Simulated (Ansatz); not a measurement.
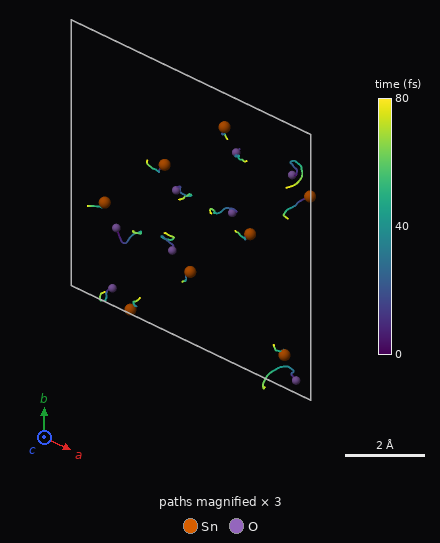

A Born-Oppenheimer molecular dynamics run of a 16-atom cell of SnO (set up in Pmn2_1), 80 fs long. Lines trace each atom's path, coloured by time; spheres stand at the starting positions. The excursions are magnified 3 times. Seen along the c axis in the simulation cell.

The calculation used Ansatz, DFT PBE+D3(BJ), scalar-relativistic, plane waves, PAW. Run with plane-wave cutoff 420 eV; k-point mesh 2 × 2 × 2; Fermi-Dirac smearing 0.0388 eV; volume 1.01 times that of the relaxed crystal; Langevin thermostat and barostat (NPT); set temperature 450 K; time step 2 fs; friction 0.05 per fs; target pressure 2 GPa.

> Describe the motion.

In the second half of the run the atoms are, in the root-mean-square, this far from where they began (common drift taken out): O 0.17 Å, Sn 0.10 Å. The run lasts only 80 fs, too short to tell vibration from diffusion. The mean temperature in the second half is 421 K (standard deviation 66 K). The potential energy in the second half lies on average 34.9 meV per atom above the first frame. The mean pressure there is 1.5 GPa. The volume ends −5.4 % from the start.

Cost: 3 min on 4 threads of Arm Neoverse V1, with other jobs on the host, peak memory 0.94 GiB.
